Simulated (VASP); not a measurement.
**Run report: InAs, single-point calculation**

InAs (I-4m2, 2 atoms in the cell), computed with DFT, plane waves, PAW, settings varied from a PBE run (VASP 6.6.1).

The structure was built on a prototype by a generator. The geometry comes from this level: r2SCAN (a point of a series of strains).

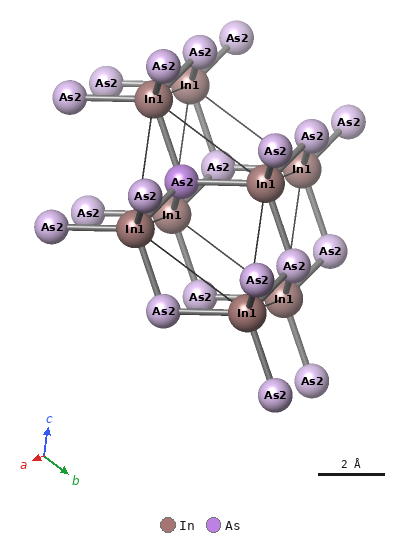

The structure (ball-and-stick view of the reduced cell, seen slightly off an axis; neighbours outside the cell are drawn fainter; atoms are numbered from 1 in the order of the input). Near neighbours in the crystal (not all of them lie inside the picture): In has 4 As at 2.65 Å; As has 4 In at 2.65 Å.

### INCAR
```
ENCUT = 520.000000
SIGMA = 0.020000
EDIFF = 1.00e-07
GGA = PE
PREC = Accurate
IBRION = -1
ISIF = 2
ISMEAR = -1
NBANDS = 16
NELM = 120
NSW = 0
LASPH = .TRUE.
LCHARG = .FALSE.
LWAVE = .FALSE.
LREAL = .FALSE.
AMIX = 0.2
BMIX = 0.0001
ALGO = Damped
TIME = 0.4
```

### KPOINTS
```
KPOINTS created by Atomic Simulation Environment
0
Gamma
8 8 8
0 0 0
```

### POSCAR
```
In As
 1.0000000000000000
     0.0000000000000000    3.0545904709000000    3.0698634232000002
     3.0545904709000000    0.0000000000000000    3.0698634232000002
     3.0545904709000000    3.0545904709000000    0.0000000000000000
 In  As
   1   1
Cartesian
  0.0000000000000000  0.0000000000000000  0.0000000000000000
  1.5272952354500000  1.5272952354500000  1.5349317115999996
```

Run as:
```bash
mpirun -np 1 vasp_std
```

### OSZICAR
```
N       E                     dE             d eps       ncg     rms           ort
DAV:   1     0.179030391108E+03    0.17903E+03   -0.81355E+03   944   0.139E+03
DAV:   2     0.466010491588E+02   -0.13243E+03   -0.12747E+03   944   0.342E+02
DAV:   3     0.532422468938E+01   -0.41277E+02   -0.39956E+02   944   0.177E+02
DAV:   4    -0.449741839572E+01   -0.98216E+01   -0.96987E+01   944   0.987E+01
DAV:   5    -0.774372172126E+01   -0.32463E+01   -0.32222E+01   944   0.451E+01
SDA:   6    -0.725812619716E+01    0.48560E+00   -0.54418E+00   944   0.136E+01   0.000E+00
DMP:   7    -0.755256683288E+01   -0.29444E+00   -0.21919E+00   944   0.505E+00   0.113E+00
DMP:   8    -0.767173149586E+01   -0.11916E+00   -0.32495E-01   944   0.644E-01   0.441E-01
DMP:   9    -0.768547870151E+01   -0.13747E-01   -0.24787E-01   944   0.677E-01  -0.151E-01
DMP:  10    -0.769738431299E+01   -0.11906E-01   -0.69524E-02   944   0.188E-01  -0.377E-02
DMP:  11    -0.770191518275E+01   -0.45309E-02   -0.39927E-02   944   0.810E-02   0.492E-02
DMP:  12    -0.770390119955E+01   -0.19860E-02   -0.11974E-02   944   0.301E-02  -0.466E-04
DMP:  13    -0.770469170375E+01   -0.79050E-03   -0.60584E-03   944   0.116E-02   0.933E-03
DMP:  14    -0.770503348521E+01   -0.34178E-03   -0.21506E-03   944   0.476E-03   0.162E-03
DMP:  15    -0.770517336455E+01   -0.13988E-03   -0.96048E-04   944   0.176E-03   0.169E-03
DMP:  16    -0.770523166412E+01   -0.58300E-04   -0.51036E-04   944   0.104E-03   0.623E-04
DMP:  17    -0.770527177051E+01   -0.40106E-04   -0.27735E-04   944   0.427E-04   0.697E-04
DMP:  18    -0.770529278885E+01   -0.21018E-04   -0.14427E-04   944   0.244E-04   0.306E-04
DMP:  19    -0.770530465470E+01   -0.11866E-04   -0.92100E-05   944   0.139E-04   0.239E-04
DMP:  20    -0.770531186194E+01   -0.72072E-05   -0.57289E-05   944   0.874E-05   0.146E-04
DMP:  21    -0.770531684915E+01   -0.49872E-05   -0.34478E-05   944   0.485E-05   0.986E-05
DMP:  22    -0.770531985070E+01   -0.30015E-05   -0.21121E-05   944   0.298E-05   0.601E-05
DMP:  23    -0.770532151265E+01   -0.16620E-05   -0.11898E-05   944   0.163E-05   0.352E-05
DMP:  24    -0.770532255260E+01   -0.10399E-05   -0.63500E-06   944   0.829E-06   0.199E-05
DMP:  25    -0.770532308050E+01   -0.52790E-06   -0.31810E-06   944   0.402E-06   0.103E-05
DMP:  26    -0.770532331164E+01   -0.23114E-06   -0.14348E-06   944   0.176E-06   0.479E-06
DMP:  27    -0.770532345467E+01   -0.14302E-06   -0.58184E-07   944   0.703E-07   0.197E-06
DMP:  28    -0.770532347065E+01   -0.15980E-07   -0.21768E-07   944   0.279E-07   0.694E-07
   1 F= -.77053235E+01 E0= -.77052518E+01  d E =-.143266E-03
```

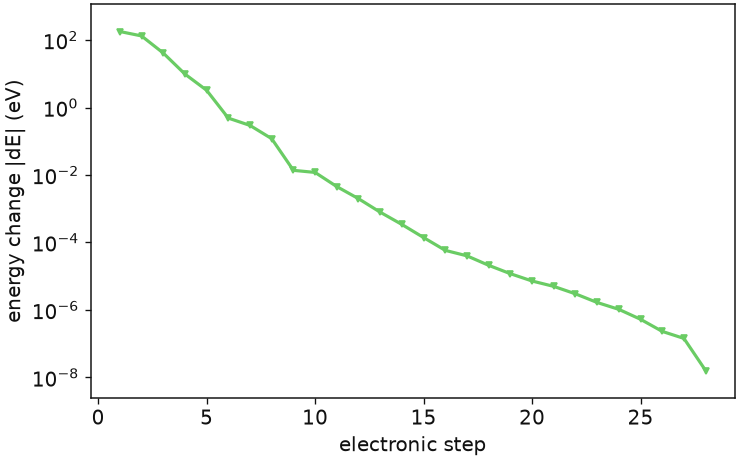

Convergence of the self-consistent field: energy change |dE| against the electronic step. It takes 28 electronic steps.

### Parts of OUTCAR
```
k-points           NKPTS =     59   k-points in BZ     NKDIM =     59   number of bands    NBANDS=     16

   NELECT =      18.0000    total number of electrons

   dimension x,y,z NGX =    32 NGY =   32 NGZ =   32
   dimension x,y,z NGXF=    64 NGYF=   64 NGZF=   64

  energy-cutoff  :      520.00
  volume of cell :       57.29
      direct lattice vectors                 reciprocal lattice vectors
     0.000000000  3.054590471  3.069863423    -0.163688064  0.163688064  0.162873695
     3.054590471  0.000000000  3.069863423     0.163688064 -0.163688064  0.162873695
     3.054590471  3.054590471  0.000000000     0.163688064  0.163688064 -0.162873695

 k-points in reciprocal lattice and weights: KPOINTS created by Atomic Simulation Env
   0.00000000  0.00000000  0.00000000       0.002
   0.12500000  0.00000000  0.00000000       0.016
   0.25000000  0.00000000  0.00000000       0.016
   0.37500000  0.00000000  0.00000000       0.016
   0.50000000  0.00000000  0.00000000       0.008
   0.12500000  0.12500000  0.00000000       0.004
   0.25000000  0.12500000  0.00000000       0.016
   0.37500000  0.12500000  0.00000000       0.016
   0.50000000  0.12500000  0.00000000       0.016
  -0.37500000  0.12500000  0.00000000       0.016
  -0.25000000  0.12500000  0.00000000       0.016
  -0.12500000  0.12500000  0.00000000       0.008
   0.25000000  0.25000000  0.00000000       0.004
   0.37500000  0.25000000  0.00000000       0.016
   0.50000000  0.25000000  0.00000000       0.016
  -0.37500000  0.25000000  0.00000000       0.016
  -0.25000000  0.25000000  0.00000000       0.008
   0.37500000  0.37500000  0.00000000       0.004
   0.50000000  0.37500000  0.00000000       0.016
  -0.37500000  0.37500000  0.00000000       0.008
   0.50000000  0.50000000  0.00000000       0.002
   0.12500000  0.00000000  0.12500000       0.008
   0.25000000  0.00000000  0.12500000       0.031
   0.37500000  0.00000000  0.12500000       0.031
   0.50000000  0.00000000  0.12500000       0.031
  -0.37500000 -0.00000000  0.12500000       0.031
  -0.25000000 -0.00000000  0.12500000       0.031
  -0.12500000 -0.00000000  0.12500000       0.016
   0.37500000  0.25000000  0.12500000       0.016
   0.50000000  0.25000000  0.12500000       0.031
  -0.37500000  0.25000000  0.12500000       0.031
  -0.25000000  0.25000000  0.12500000       0.031
  -0.12500000  0.25000000  0.12500000       0.016
   0.50000000  0.37500000  0.12500000       0.016
  -0.37500000  0.37500000  0.12500000       0.031
  -0.25000000  0.37500000  0.12500000       0.016
  -0.37500000  0.50000000  0.12500000       0.008
   0.25000000  0.00000000  0.25000000       0.008
   0.37500000  0.00000000  0.25000000       0.031
   0.50000000  0.00000000  0.25000000       0.031
  -0.37500000  0.00000000  0.25000000       0.031
  -0.25000000 -0.00000000  0.25000000       0.016
   0.37500000  0.12500000  0.25000000       0.016
   0.50000000  0.12500000  0.25000000       0.031
  -0.37500000  0.12500000  0.25000000       0.016
  -0.37500000  0.37500000  0.25000000       0.016
  -0.25000000  0.37500000  0.25000000       0.031
  -0.12500000  0.37500000  0.25000000       0.016
  -0.25000000  0.50000000  0.25000000       0.008
   0.37500000  0.00000000  0.37500000       0.008
   0.50000000  0.00000000  0.37500000       0.031
  -0.37500000 -0.00000000  0.37500000       0.016
   0.50000000  0.12500000  0.37500000       0.016
  -0.37500000  0.12500000  0.37500000       0.031
  -0.25000000  0.12500000  0.37500000       0.016
  -0.12500000  0.50000000  0.37500000       0.008
   0.50000000  0.00000000  0.50000000       0.004
  -0.37500000  0.12500000  0.50000000       0.008
  -0.25000000  0.25000000  0.50000000       0.004

 E-fermi :   4.1695

 k-point     1 :       0.0000    0.0000    0.0000
  band No.  band energies     occupation
      1     -10.1706      2.00000
      2     -10.1689      2.00000
      3     -10.1689      2.00000
      4     -10.0583      2.00000
      5     -10.0575      2.00000
      6      -7.4819      2.00000
      7       3.7766      2.00000
      8       4.1389      1.64388
      9       4.1623      1.17913
     10       4.1623      1.17909
     11       8.0416      0.00000
     12       8.0416      0.00000
     13       8.0515      0.00000
     14      11.5416      0.00000
     15      13.7015      0.00000
     16      13.7882      0.00000

 k-point     2 :       0.1250    0.0000    0.0000
  band No.  band energies     occupation
      1     -10.1865      2.00000
      2     -10.1648      2.00000
      3     -10.1638      2.00000
      4     -10.0584      2.00000
      5     -10.0575      2.00000
      6      -7.3308      2.00000
      7       2.2452      2.00000
      8       3.9645      1.99993
      9       3.9830      1.99982
     10       5.1456      0.00000
     11       8.1701      0.00000
     12       8.3103      0.00000
     13       8.3157      0.00000
     14      12.3592      0.00000
     15      12.8787      0.00000
     16      12.9348      0.00000

 k-point     3 :       0.2500    0.0000    0.0000
  band No.  band energies     occupation
      1     -10.2252      2.00000
      2     -10.1537      2.00000
      3     -10.1527      2.00000
      4     -10.0574      2.00000
      5     -10.0562      2.00000
      6      -6.9178      2.00000
      7       0.5193      2.00000
      8       3.6028      2.00000
      9       3.6274      2.00000
     10       5.3104      0.00000
     11       8.7290      0.00000
     12       8.7395      0.00000
     13       9.2061      0.00000
     14      12.4627      0.00000
     15      12.6589      0.00000
     16      12.6762      0.00000

 k-point     4 :       0.3750    0.0000    0.0000
  band No.  band energies     occupation
      1     -10.2614      2.00000
      2     -10.1449      2.00000
      3     -10.1439      2.00000
      4     -10.0539      2.00000
      5     -10.0523      2.00000
      6      -6.3948      2.00000
      7      -0.8614      2.00000
      8       3.3097      2.00000
      9       3.3394      2.00000
     10       5.1223      0.00000
     11       8.8252      0.00000
     12       8.8505      0.00000
     13      10.5790      0.00000
     14      12.3096      0.00000
     15      13.5610      0.00000
     16      13.5759      0.00000

 k-point     5 :       0.5000    0.0000    0.0000
  band No.  band energies     occupation
      1     -10.2757      2.00000
      2     -10.1421      2.00000
      3     -10.1411      2.00000
      4     -10.0516      2.00000
      5     -10.0499      2.00000
      6      -6.1204      2.00000
      7      -1.4320      2.00000
      8       3.2018      2.00000
      9       3.2335      2.00000
     10       5.0341      0.00000
     11       8.7951      0.00000
     12       8.8246      0.00000
     13      10.9628      0.00000
     14      13.0090      0.00000
     15      14.7656      0.00000
     16      15.0440      0.00000

 [... the levels of 53 k-points are left out ...]

 k-point    59 :      -0.2500    0.2500    0.5000
  band No.  band energies     occupation
      1     -10.3083      2.00000
      2     -10.1261      2.00000
      3     -10.1036      2.00000
      4     -10.0723      2.00000
      5     -10.0493      2.00000
      6      -5.5697      2.00000
      7      -1.3934      2.00000
      8       1.3494      2.00000
      9       1.4386      2.00000
     10       8.1859      0.00000
     11       8.4130      0.00000
     12       9.0174      0.00000
     13      10.1812      0.00000
     14      13.7684      0.00000
     15      15.6831      0.00000
     16      15.8575      0.00000

  Total        0.6580715      0.6580715      0.6025280      0.0000000      0.0000000      0.0000000
  in kB       18.4046953     18.4046953     16.8512770      0.0000000      0.0000000      0.0000000
  external PRESSURE =      17.8868892 kB  Pullay stress =       0.0000000 kB

 POSITION                                       TOTAL-FORCE (eV/Angst)
 -----------------------------------------------------------------------------------
      0.00000      0.00000      0.00000        -0.000000     -0.000000      0.000000
      1.52730      1.52730      1.53493         0.000000      0.000000     -0.000000
 -----------------------------------------------------------------------------------
    total drift:                               -0.000000     -0.000000      0.000000

  FREE ENERGIE OF THE ION-ELECTRON SYSTEM (eV)
  ---------------------------------------------------
  free  energy   TOTEN  =        -7.7053234706 eV

  energy  without entropy=       -7.7051802051  energy(sigma->0) =       -7.70525184
```

### Results in brief

```tsv
quantity	value
outcome	converged
space group (tolerance 0.01 Å)	I-4m2 (119)
electrons treated	18
free energy	−7.7053 eV
Fermi energy	4.170 eV
band gap	none (metallic)
pressure	1.79 GPa
largest force (length of the vector)	under 0.001 eV/Å
hardware	1 CPU thread, shared host
wall time	53 s
peak memory	0.25 GiB
```

### Remarks

Settings chosen away from the usual ones: AMIX = 0.2; BMIX = 0.0001; ALGO = Damped; TIME = 0.4.
